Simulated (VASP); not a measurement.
The compound is BN (space group F-43m, No. 216), taken as the geometry relaxed with VASP, VASP Kohn-Sham DFT of a periodic cell, BLYP with D3(BJ), VASP PAW PBE potentials, recommended.

```cif
data_structure
_symmetry_space_group_name_H-M 'P 1'
_symmetry_Int_Tables_number 1
_cell_length_a 3.6104
_cell_length_b 3.6104
_cell_length_c 3.6104
_cell_angle_alpha 90.000
_cell_angle_beta 90.000
_cell_angle_gamma 90.000
_cell_volume 47.06
loop_
_atom_site_label
_atom_site_type_symbol
_atom_site_fract_x
_atom_site_fract_y
_atom_site_fract_z
_atom_site_occupancy
N1 N 0.50000 0.50000 0.00000 1
B1 B 0.25000 0.25000 0.25000 1
N2 N 0.50000 0.00000 0.50000 1
B2 B 0.25000 0.75000 0.75000 1
N3 N 0.00000 0.50000 0.50000 1
B3 B 0.75000 0.25000 0.75000 1
N4 N 0.00000 0.00000 0.00000 1
B4 B 0.75000 0.75000 0.25000 1
```

Bonds are taken as B–N below 1.8 Å. Atoms with one bond or none are removed and atoms with two bonds are replaced by edges, until no such atom is left.

Derive the underlying net.

The result is a uninodal 4-connected, three-periodic net: N and B are 4-connected nodes. It is the dia net, known from diamond, zinc blende and cristobalite. It is a single net, without interpenetration.

```json
{"node": "N and B", "links": "4", "point symbol": "6⁶", "coordination sequence": "4 12 24 42"}
```

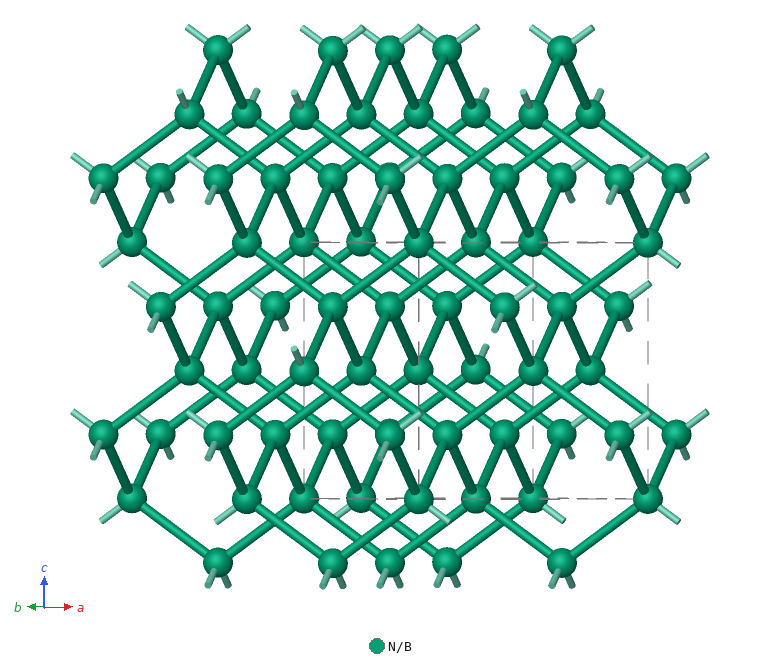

Nodes are coloured by topological kind. Edges to nodes outside the piece are drawn as stubs.
